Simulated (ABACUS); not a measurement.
# Energy of NaF along an even scaling of the cell

System: NaF (Fm-3m, 2 atoms in the cell).
Method: Kohn-Sham DFT of a periodic cell, PBEsol, PseudoDojo NC SR 0.4.1 PBEsol standard, no spin polarisation (ABACUS 3.10.1).

The 7 runs differ only in the geometry, by an even scaling of the cell at fixed fractional positions. The structure derives from an entry of the Crystallography Open Database.

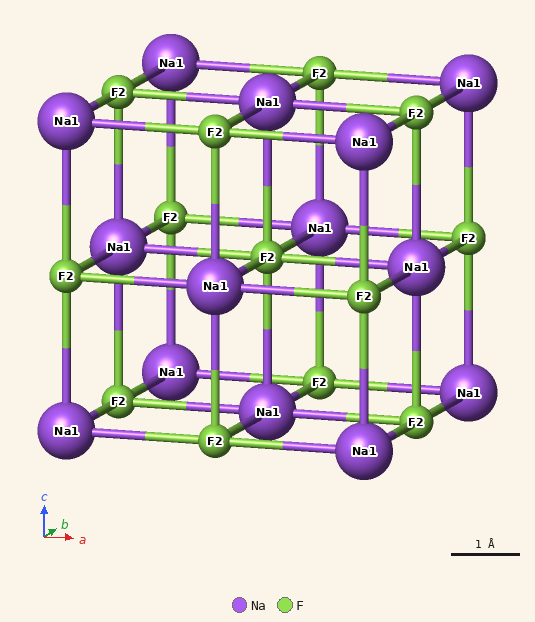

Figure 1. The structure of run 4 (ball-and-stick view of the cell 4 times as large as that of the calculation, set on its symmetry axes, seen slightly off an axis; atoms are numbered from 1 in the order of the input). An atom can appear more than once, as a periodic image.

### The input of run 4
```
INPUT_PARAMETERS
suffix              NaF
calculation         scf
basis_type          pw
pseudo_dir          ./
symmetry            1
dft_functional      pbesol
ecutwfc             89
pseudo_rcut         7
nspin               1
nbands              12
ks_solver           dav
smearing_method     fd
smearing_sigma      0.00367493
scf_thr             1e-08
scf_nmax            100
mixing_type         broyden
mixing_beta         0.7
cal_force           1
cal_stress          1
kpar                4
```

### File STRU of run 4
```
ATOMIC_SPECIES
Na 22.9898 Na.upf
F 18.9984 F.upf

LATTICE_CONSTANT
1.8897261246

LATTICE_VECTORS
0.0000000000 2.3200000000 2.3200000000
2.3200000000 0.0000000000 2.3200000000
2.3200000000 2.3200000000 0.0000000000

ATOMIC_POSITIONS
Direct

Na
0.0
1
0.0000000000 0.0000000000 0.0000000000 1 1 1

F
0.0
1
0.5000000000 0.5000000000 0.5000000000 1 1 1
```

### File KPT of run 4
```
K_POINTS
0
Gamma
10 10 10 0 0 0
```

Command:
```bash
OMP_NUM_THREADS=1 mpirun -np 4 abacus > log
```

Run 2 differs from it as follows:
```diff
-0.0000000000 2.3200000000 2.3200000000
-2.3200000000 0.0000000000 2.3200000000
-2.3200000000 2.3200000000 0.0000000000
+0.0000000000 2.2886448050 2.2886448050
+2.2886448050 0.0000000000 2.2886448050
+2.2886448050 2.2886448050 0.0000000000
```

### Results, with one run withheld

```tsv
run	volume per atom (Å³)	free energy per atom, from the lowest run given (meV)	pressure (GPa)	gap on the mesh (eV)
1	11.738	5.62	2.96	6.52
2	11.988	?	?	?
3	12.237	0.17	0.60	6.29
4	12.487	0.00	−0.39	6.18
5	12.737	1.29	−1.27	6.08
6	12.987	3.88	−2.06	5.98
7	13.236	7.63	−2.77	5.89
```

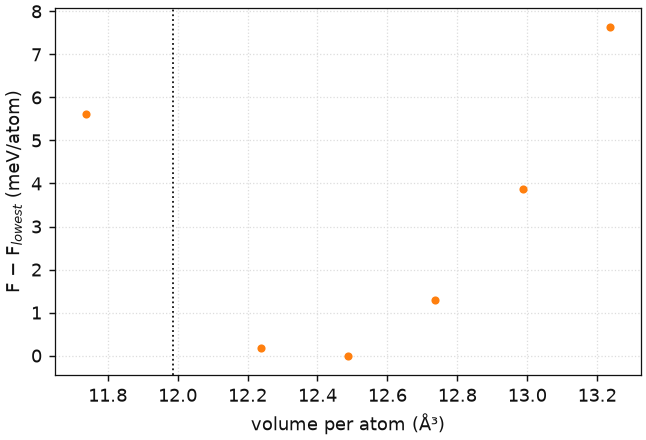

Figure 2. Free energy per atom of the runs given; the dotted line marks run 2.

Fit the runs given and predict run 2.

A cubic polynomial in V^(−2/3) (the Birch–Murnaghan form), fitted to the 6 runs given, misses them by under 0.01 meV per atom. With x = V^(−2/3) − 0.18513 Å⁻², it reads F = 0.20734 − 395.45 x + 1.2004e+05 x² + 2.0712e+05 x³ (meV per atom). At run 2 it gives 1.98 meV per atom, and the run itself gives 1.98. The slope of the fit gives a pressure −dF/dV of 1.72 GPa there, and the run prints 1.71 GPa. The fit has its minimum at 12.389 Å³ per atom, where V d²F/dV² gives 48.5 GPa: the bulk modulus at this level, since symmetry fixes the shape and the positions. The gap on the mesh goes, without turning, from 6.52 eV in run 1 to 5.89 eV in run 7; run 2 has 6.40 eV. These are gaps of this functional on this mesh, which can miss the band edges; they aren't the measured gap.

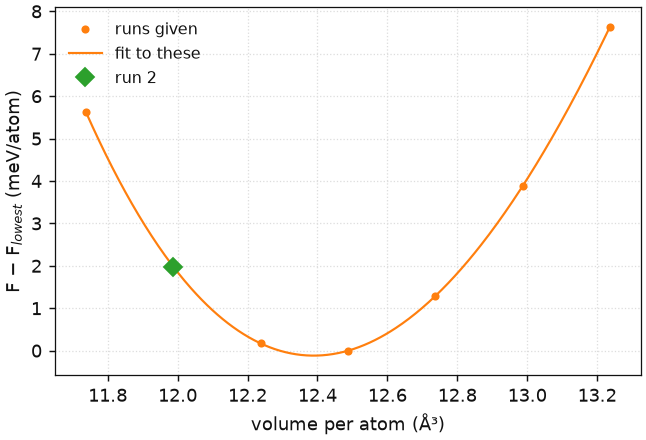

Figure 3. The fit and the withheld run.

### Some lines of the output (run 2)
```
[...]
             electron number of element F = 7
       total electron number of element F = 7
 E_Fermi        0.2064136514         2.8084018037
 E_Fermi        0.4062299072         5.5270414363
 E_Fermi        0.4050680013         5.5112328950
 E_Fermi        0.4089160202         5.5635878788
 E_Fermi        0.4090137384         5.5649174030
 E_Fermi        0.4091589723         5.5668934113
 E_KS(sigma->0) -140.6087716366      -1913.0804830391
 E_Fermi        0.4092109537         5.5676006546
 final etot is -1913.080483 eV
 EFERMI = 5.5676006546 eV
 TOTAL-PRESSURE: 17.124718 KBAR
 !FINAL_ETOT_IS -1913.0804830391332416 eV
```
